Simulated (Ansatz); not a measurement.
**Ti3O4: geometry relaxation (part 1 of 3)**

Ti3O4 (7 atoms in the cell), computed with DFT PBEsol, scalar-relativistic, plane waves, PAW, no spin polarisation (Ansatz 0.2.0).

The structure derives from a Materials Project entry. It belongs to a series of runs on one base structure; here: elastic constants, atoms relaxed. Figures and captions count atoms from 1; the log counts them from 0 in places.

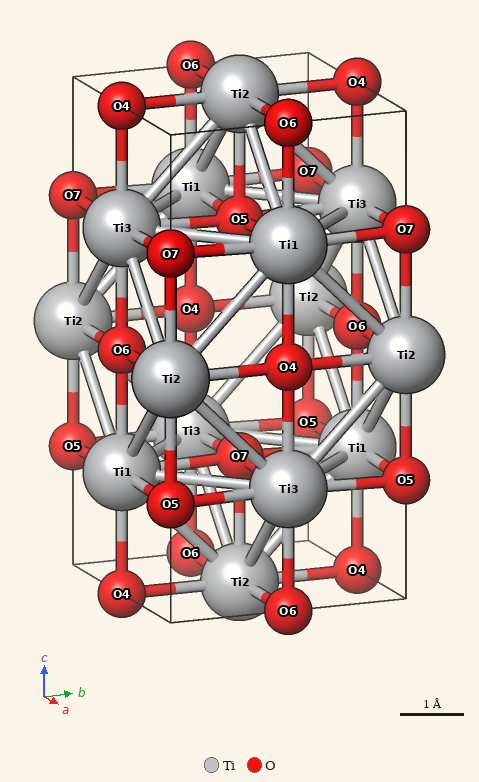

**Figure 1.** The structure as given in the input (ball-and-stick view of the cell 2 times as large as that of the calculation, set on its symmetry axes, seen slightly off an axis; atoms are numbered from 1 in the order of the input). An atom can appear more than once, as a periodic image. Near neighbours in the periodic cell (some may lie outside the picture): Ti has 6 O at 2.03 to 2.08 Å and 8 Ti at 2.88 to 2.90 Å; O has 4 Ti at 2.03 to 2.05 Å; O has 5 Ti at 2.05 to 2.08 Å.

Input
```yaml
crystal:
  lattice:
    - [-2.050658158, 2.050658158, 4.0525212939]
    - [2.050658158, -2.050658158, 4.0525212939]
    - [2.050658158, 2.050658158, -4.0525212939]
  atoms:
    - { symbol: Ti, position: [0.25, 0.75, 0.5] }
    - { symbol: Ti, position: [0.5, 0.5, 0.0] }
    - { symbol: Ti, position: [0.75, 0.25, 0.5] }
    - { symbol: O, position: [0.0, 0.5, 0.5] }
    - { symbol: O, position: [0.2430420723, 0.2430420723, 0.0] }
    - { symbol: O, position: [0.5, 0.0, 0.5] }
    - { symbol: O, position: [0.7569579277, 0.7569579277, 0.0] }
basis:
  ecutwfc: 420
kpoints:
  mp_grid: { grid: [12, 12, 12] }
hamiltonian:
  xc: pbesol
scf:
  occupations: { method: fermi_dirac, width: 0.15 }
output:
  forces: true
  stress: true
  eigenvalues: true
elastic:
  mode: relaxed_ion
  amplitude: 0.005
  stencil: two_point
```

Hardware: 2 threads of AMD EPYC (Zen 3), 189 GiB of memory available, shared host.

Launch command:
```bash
ansatz run input.yaml --threads 2 --pin off --max-ram 6144MiB --backend cpu --events-out ev --progress --plain --runs-dir out
```

What the program printed
```
band count auto-derived: 40 (N_el = 60.0; filled up to band 30; 37 by the electrons, moments and atoms)
Engine: ansatz 0.2.0, x86_64-unknown-linux-gnu
Pseudopotentials: kind: paw
Pseudopotential: Ti, paw, valence charge 12, recommended cutoff 420 eV (normal), Ti.paw.azcp
Pseudopotential: O, paw, valence charge 6, recommended cutoff 420 eV (normal), O.paw.azcp
Functional definition: PBEsol
  exchange = pbesol_x
  correlation = pbesol_c
Crystal: 7 atoms, lattice volume = 68.167 Å³
Basis set: ecut = 420 eV, 1329 PW (Γ), exchange–correlation on 72×72×72 points (8 copies of the dense FFT grid, shifted against one another)
Bands: 40, of which v1, the nominal top of the filled ones, is band 30 counted from 1 (29 counted from 0)
Symmetry: 16 space group operations
Space group: I4/mmm (ITA 139), of the structure as read, at distance tolerance 4.1e-5 Å
k-points: 163 of 1728
Non-local potential: Ti, projectors of the file, l = 0: 3, l = 1: 2, l = 2: 3, l = 3: 1
Non-local potential: O, projectors of the file, l = 0: 2, l = 1: 2, l = 2: 1
PAW form: soft (Blöchl's): semilocal exchange-correlation on the pseudo side does not see the compensation charge
PAW frozen core: Ti, regenerated for the run's functional, and the local potential with it (the file was generated under x = pbe(κ = 0.804, μ = 0.2195149727645171), c = pbe(β = 0.06672455060314922))
PAW frozen core: O, regenerated for the run's functional, and the local potential with it (the file was generated under x = pbe(κ = 0.804, μ = 0.2195149727645171), c = pbe(β = 0.06672455060314922))
PAW one-centre angular grid: Ti, 590 points (default); XC on 64 Gauss nodes
PAW one-centre angular grid: O, 110 points (default); XC on 64 Gauss nodes
Initial density: superposition of atomic densities (neutral atoms: chi_scale 0, normalization atom), corrected by the library's trained network
Initial wavefunctions: pseudopotential atomic-orbital guess
Functional: x = pbesol(κ = 0.804, μ = 0.12345679012345678), c = pbesol(β = 0.046)
SCF iter   1: F=—  HF=-9675.372693 eV  |F-HF|=—  |Δ(HF+E_count)|=         —  Δρ=1.85e-2  dr2=2.08e-1  ethr=1.77e-3  ⟨swp⟩=5.2  Hψ=25804  notcnv=0
preconditioner: auto → LDOS  [metal: Δε(μ)=0.004 eV  Ē_g=10.595 eV  σ=0.150 eV  W_gap=0.01  n_scr=22 (ndim 8)  ℏωp=27.0 eV  f_vac=0.022  D(μ)=2.45/eV (n_scr^D=14)  β→1.0]
SCF iter   2: F=—  HF=-9675.359690 eV  |F-HF|=—  |Δ(HF+E_count)|=   1.30e-2  Δρ=1.63e-2  dr2=1.21e-1  ethr=3.46e-4  ⟨swp⟩=2.0  Hψ=12381  notcnv=0
SCF iter   3: F=—  HF=-9675.327097 eV  |F-HF|=—  |Δ(HF+E_count)|=   3.26e-2  Δρ=1.86e-3  dr2=1.82e-3  ethr=2.01e-4  ⟨swp⟩=2.0  Hψ=11014  notcnv=0
SCF iter   4: F=—  HF=-9675.326780 eV  |F-HF|=—  |Δ(HF+E_count)|=   3.17e-4  Δρ=4.28e-4  dr2=9.80e-5  ethr=3.04e-6  ⟨swp⟩=2.0  Hψ=8934  notcnv=0
SCF iter   5: F=—  HF=-9675.326768 eV  |F-HF|=—  |Δ(HF+E_count)|=   1.17e-5  Δρ=7.39e-5  dr2=2.27e-6  ethr=1.63e-7  ⟨swp⟩=2.0  Hψ=9224  notcnv=0
SCF iter   6: F=—  HF=-9675.326770 eV  |F-HF|=—  |Δ(HF+E_count)|=   1.36e-6  Δρ=1.68e-5  dr2=1.24e-7  ethr=3.79e-9  ⟨swp⟩=2.0  Hψ=11212  notcnv=0
SCF iter   7: F=—  HF=-9675.326770 eV  |F-HF|=—  |Δ(HF+E_count)|=  2.26e-10  Δρ=3.69e-6  dr2=7.28e-9  ethr=2.06e-10  ⟨swp⟩=2.0  Hψ=10892  notcnv=0
SCF iter   8: F=—  HF=-9675.326770 eV  |F-HF|=—  |Δ(HF+E_count)|=   2.29e-9  Δρ=7.63e-7  dr2=2.79e-10  ethr=1.21e-11  ⟨swp⟩=2.0  Hψ=9157  notcnv=0
SCF iter   9: F=—  HF=-9675.326770 eV  |F-HF|=—  |Δ(HF+E_count)|=  9.46e-11  Δρ=1.39e-7  dr2=1.06e-11  ethr=4.64e-13 (applied; sched 1.00e-12)  ⟨swp⟩=2.1  Hψ=9485  notcnv=0
SCF iter  10: F=—  HF=-9675.326770 eV  |F-HF|=—  |Δ(HF+E_count)|=    0.00e0  Δρ=2.61e-8  dr2=5.15e-13  ethr=1.76e-14 (applied; sched 1.00e-12)  ⟨swp⟩=2.0  Hψ=11660  notcnv=0
SCF iter  11: F=-9675.326770 eV  HF=-9675.326770 eV  |F-HF|=5.46e-12  |Δ(HF+E_count)|=  1.82e-12  Δρ=4.66e-9  dr2=1.30e-14  ethr=1.00e-12  ⟨swp⟩=4.2  Hψ=20138  notcnv=0
the search or the solves at the SCF's close seem to have found levels that the self-consistency loop had missed (the run counts 2). By its estimate they hold 2.07e-10 electrons. The energies and the density leave them out; if the run goes on with those levels, later outputs use occupations computed again with them
SCF 1 converged in 11 iterations: F = -9675.326770 eV  dr2 = 1.30e-14
  greatest PAW one-centre occupation: 0.999 electrons in one spin orbital (limit 2), on the Ti atom at site 2 (counted from 0), in its partial waves of l = 0
Crystal: 7 atoms, lattice volume = 67.826 Å³
Symmetry: 8 space group operations
k-points: 280 of 1728
Initial density: handed on by an earlier stage of this run
Initial wavefunctions: pseudopotential atomic-orbital guess (no wavefunctions were taken with the density)
iter 1 solved again at ethr=8.70e-5 eV; its pass at ethr=3.10e-3 eV (dr2=5.22e-2 eV) is discarded
SCF iter   1: F=—  HF=-9675.345863 eV  |F-HF|=—  |Δ(HF+E_count)|=         —  Δρ=1.17e-2  dr2=5.28e-2  ethr=8.70e-5  ⟨swp⟩=1.0  Hψ=57446  notcnv=0
preconditioner: auto → LDOS  [metal: Δε(μ)=0.004 eV  Ē_g=10.741 eV  σ=0.150 eV  W_gap=0.01  n_scr=22 (ndim 8)  ℏωp=27.1 eV  f_vac=0.020  D(μ)=2.38/eV (n_scr^D=14)  β→1.0]
SCF iter   2: F=—  HF=-9675.331972 eV  |F-HF|=—  |Δ(HF+E_count)|=   1.39e-2  Δρ=6.98e-3  dr2=2.05e-2  ethr=8.70e-5  ⟨swp⟩=2.2  Hψ=22548  notcnv=0
SCF iter   3: F=—  HF=-9675.323857 eV  |F-HF|=—  |Δ(HF+E_count)|=   8.11e-3  Δρ=1.22e-3  dr2=7.36e-4  ethr=3.42e-5  ⟨swp⟩=2.0  Hψ=21686  notcnv=0
SCF iter   4: F=—  HF=-9675.323697 eV  |F-HF|=—  |Δ(HF+E_count)|=   1.61e-4  Δρ=2.48e-4  dr2=2.68e-5  ethr=1.23e-6  ⟨swp⟩=2.0  Hψ=15729  notcnv=0
SCF iter   5: F=—  HF=-9675.323697 eV  |F-HF|=—  |Δ(HF+E_count)|=   9.10e-7  Δρ=4.04e-5  dr2=4.35e-7  ethr=4.47e-8  ⟨swp⟩=2.0  Hψ=15877  notcnv=0
SCF iter   6: F=—  HF=-9675.323698 eV  |F-HF|=—  |Δ(HF+E_count)|=   8.97e-7  Δρ=1.42e-5  dr2=1.01e-7  ethr=7.25e-10  ⟨swp⟩=2.1  Hψ=17500  notcnv=0
SCF iter   7: F=—  HF=-9675.323698 eV  |F-HF|=—  |Δ(HF+E_count)|=   3.14e-9  Δρ=3.27e-6  dr2=4.29e-9  ethr=1.68e-10  ⟨swp⟩=2.0  Hψ=15635  notcnv=0
SCF iter   8: F=—  HF=-9675.323698 eV  |F-HF|=—  |Δ(HF+E_count)|=   1.20e-9  Δρ=6.01e-7  dr2=1.17e-10  ethr=7.14e-12  ⟨swp⟩=2.5  Hψ=20138  notcnv=0
SCF iter   9: F=—  HF=-9675.323698 eV  |F-HF|=—  |Δ(HF+E_count)|=  1.46e-11  Δρ=1.31e-7  dr2=4.69e-12  ethr=1.95e-13 (applied; sched 1.00e-12)  ⟨swp⟩=2.0  Hψ=17934  notcnv=0
SCF iter  10: F=—  HF=-9675.323698 eV  |F-HF|=—  |Δ(HF+E_count)|=  1.82e-12  Δρ=2.22e-8  dr2=1.38e-13  ethr=7.81e-15 (applied; sched 1.00e-12)  ⟨swp⟩=2.0  Hψ=19725  notcnv=0
SCF iter  11: F=-9675.323698 eV  HF=-9675.323698 eV  |F-HF|=0.00e0  |Δ(HF+E_count)|=  3.64e-12  Δρ=6.37e-9  dr2=1.91e-14  ethr=1.00e-12  ⟨swp⟩=4.0  Hψ=34183  notcnv=0
SCF 2 converged in 11 iterations: F = -9675.323698 eV  dr2 = 1.91e-14
relax step   1: F+E_penalty+E_count = -9675.32369839 eV  Δ(F+E_penalty+E_count) = +0.000e0 eV  max|allowed force component| = 3.408e-2 eV/Å  Δτ_max = 0.0000 Å  (11 SCF iters, accepted)
Initial wavefunctions: those handed on with the density
iter 1 solved again at ethr=1.23e-8 eV; its pass at ethr=3.10e-3 eV (dr2=7.40e-6 eV) is discarded
SCF iter   1: F=—  HF=-9675.323751 eV  |F-HF|=—  |Δ(HF+E_count)|=         —  Δρ=1.14e-4  dr2=6.91e-6  ethr=1.23e-8  ⟨swp⟩=1.2  Hψ=44854  notcnv=0
preconditioner: auto → LDOS  [metal: Δε(μ)=0.003 eV  Ē_g=10.686 eV  σ=0.150 eV  W_gap=0.00  n_scr=22 (ndim 8)  ℏωp=27.1 eV  f_vac=0.020  D(μ)=2.41/eV (n_scr^D=14)  β→1.0]
SCF iter   2: F=—  HF=-9675.323754 eV  |F-HF|=—  |Δ(HF+E_count)|=   3.36e-6  Δρ=9.03e-5  dr2=5.17e-6  ethr=1.15e-8  ⟨swp⟩=2.1  Hψ=18195  notcnv=0
SCF iter   3: F=—  HF=-9675.323753 eV  |F-HF|=—  |Δ(HF+E_count)|=   1.59e-6  Δρ=2.01e-5  dr2=2.18e-7  ethr=8.62e-9  ⟨swp⟩=2.0  Hψ=15575  notcnv=0
SCF iter   4: F=—  HF=-9675.323753 eV  |F-HF|=—  |Δ(HF+E_count)|=   4.04e-8  Δρ=2.96e-6  dr2=3.97e-9  ethr=3.63e-10  ⟨swp⟩=2.0  Hψ=15265  notcnv=0
SCF iter   5: F=—  HF=-9675.323753 eV  |F-HF|=—  |Δ(HF+E_count)|=  8.28e-10  Δρ=6.20e-7  dr2=1.06e-10  ethr=6.62e-12  ⟨swp⟩=2.0  Hψ=18664  notcnv=0
SCF iter   6: F=—  HF=-9675.323753 eV  |F-HF|=—  |Δ(HF+E_count)|=  4.18e-11  Δρ=8.72e-8  dr2=2.51e-12  ethr=1.76e-13 (applied; sched 1.00e-12)  ⟨swp⟩=2.3  Hψ=16813  notcnv=0
SCF iter   7: F=—  HF=-9675.323753 eV  |F-HF|=—  |Δ(HF+E_count)|=  1.82e-12  Δρ=1.74e-8  dr2=1.04e-13  ethr=4.18e-15 (applied; sched 1.00e-12)  ⟨swp⟩=2.0  Hψ=18485  notcnv=0
SCF iter   8: F=-9675.323753 eV  HF=-9675.323753 eV  |F-HF|=0.00e0  |Δ(HF+E_count)|=  1.82e-12  Δρ=4.08e-9  dr2=4.68e-15  ethr=1.00e-12  ⟨swp⟩=4.0  Hψ=33250  notcnv=0
SCF 3 converged in 8 iterations: F = -9675.323753 eV  dr2 = 4.68e-15
relax step   2: F+E_penalty+E_count = -9675.32375257 eV  Δ(F+E_penalty+E_count) = -5.418e-5 eV  max|allowed force component| = 2.422e-2 eV/Å  Δτ_max = 0.0007 Å  (8 SCF iters, accepted)
[... from here on the SCF iterations and repeated set-up lines of each step are left out, up to the last step ...]
SCF 4 converged in 8 iterations: F = -9675.323798 eV  dr2 = 5.02e-14
relax step   3: F+E_penalty+E_count = -9675.32379812 eV  Δ(F+E_penalty+E_count) = -4.555e-5 eV  max|allowed force component| = 4.260e-4 eV/Å  Δτ_max = 0.0018 Å  (8 SCF iters, accepted)
SCF 5 converged in 7 iterations: F = -9675.323798 eV  dr2 = 9.01e-15
relax step   4: F+E_penalty+E_count = -9675.32379799 eV  Δ(F+E_penalty+E_count) = +1.326e-7 eV  max|allowed force component| = 1.432e-3 eV/Å  Δτ_max = 0.0001 Å  (7 SCF iters, rejected (line search))
SCF 6 converged in 7 iterations: F = -9675.323798 eV  dr2 = 7.45e-15
relax step   5: F+E_penalty+E_count = -9675.32379815 eV  Δ(F+E_penalty+E_count) = -2.290e-8 eV  max|allowed force component| = 1.394e-6 eV/Å  Δτ_max = 0.0000 Å  (7 SCF iters, accepted)
SCF 7 converged in 9 iterations: F = -9675.323798 eV  dr2 = 2.62e-14
SCF 8 converged in 11 iterations: F = -9675.323836 eV  dr2 = 2.82e-14
relax step   1: F+E_penalty+E_count = -9675.32383621 eV  Δ(F+E_penalty+E_count) = +0.000e0 eV  max|allowed force component| = 3.385e-2 eV/Å  Δτ_max = 0.0000 Å  (11 SCF iters, accepted)
SCF 9 converged in 9 iterations: F = -9675.323934 eV  dr2 = 8.06e-15
relax step   2: F+E_penalty+E_count = -9675.32393377 eV  Δ(F+E_penalty+E_count) = -9.756e-5 eV  max|allowed force component| = 2.925e-4 eV/Å  Δτ_max = 0.0025 Å  (9 SCF iters, accepted)
SCF 10 converged in 6 iterations: F = -9675.323934 eV  dr2 = 5.09e-14
relax step   3: F+E_penalty+E_count = -9675.32393378 eV  Δ(F+E_penalty+E_count) = -8.537e-9 eV  max|allowed force component| = 4.184e-7 eV/Å  Δτ_max = 0.0000 Å  (6 SCF iters, accepted)
SCF 11 converged in 9 iterations: F = -9675.323934 eV  dr2 = 2.51e-14
SCF 12 converged in 10 iterations: F = -9675.323497 eV  dr2 = 5.88e-14
relax step   1: F+E_penalty+E_count = -9675.32349749 eV  Δ(F+E_penalty+E_count) = +0.000e0 eV  max|allowed force component| = 8.285e-2 eV/Å  Δτ_max = 0.0000 Å  (10 SCF iters, accepted)
SCF 13 converged in 8 iterations: F = -9675.323905 eV  dr2 = 3.96e-14
relax step   2: F+E_penalty+E_count = -9675.32390497 eV  Δ(F+E_penalty+E_count) = -4.075e-4 eV  max|allowed force component| = 3.583e-2 eV/Å  Δτ_max = 0.0034 Å  (8 SCF iters, accepted)
SCF 14 converged in 8 iterations: F = -9675.323999 eV  dr2 = 4.40e-14
relax step   3: F+E_penalty+E_count = -9675.32399940 eV  Δ(F+E_penalty+E_count) = -9.444e-5 eV  max|allowed force component| = 2.855e-4 eV/Å  Δτ_max = 0.0026 Å  (8 SCF iters, accepted)
SCF 15 converged in 6 iterations: F = -9675.323999 eV  dr2 = 8.21e-15
relax step   4: F+E_penalty+E_count = -9675.32399939 eV  Δ(F+E_penalty+E_count) = +1.189e-8 eV  max|allowed force component| = 4.923e-4 eV/Å  Δτ_max = 0.0001 Å  (6 SCF iters, rejected (line search))
SCF 16 converged in 7 iterations: F = -9675.323999 eV  dr2 = 6.23e-15
relax step   5: F+E_penalty+E_count = -9675.32399941 eV  Δ(F+E_penalty+E_count) = -6.026e-9 eV  max|allowed force component| = 5.859e-7 eV/Å  Δτ_max = 0.0000 Å  (7 SCF iters, accepted)
SCF 17 converged in 9 iterations: F = -9675.323999 eV  dr2 = 1.02e-14
SCF 18 converged in 10 iterations: F = -9675.323610 eV  dr2 = 5.64e-14
relax step   1: F+E_penalty+E_count = -9675.32361033 eV  Δ(F+E_penalty+E_count) = +0.000e0 eV  max|allowed force component| = 7.825e-2 eV/Å  Δτ_max = 0.0000 Å  (10 SCF iters, accepted)
SCF 19 converged in 9 iterations: F = -9675.324087 eV  dr2 = 5.40e-15
relax step   2: F+E_penalty+E_count = -9675.32408672 eV  Δ(F+E_penalty+E_count) = -4.764e-4 eV  max|allowed force component| = 3.943e-3 eV/Å  Δτ_max = 0.0058 Å  (9 SCF iters, accepted)
SCF 20 converged in 7 iterations: F = -9675.324088 eV  dr2 = 1.45e-14
```
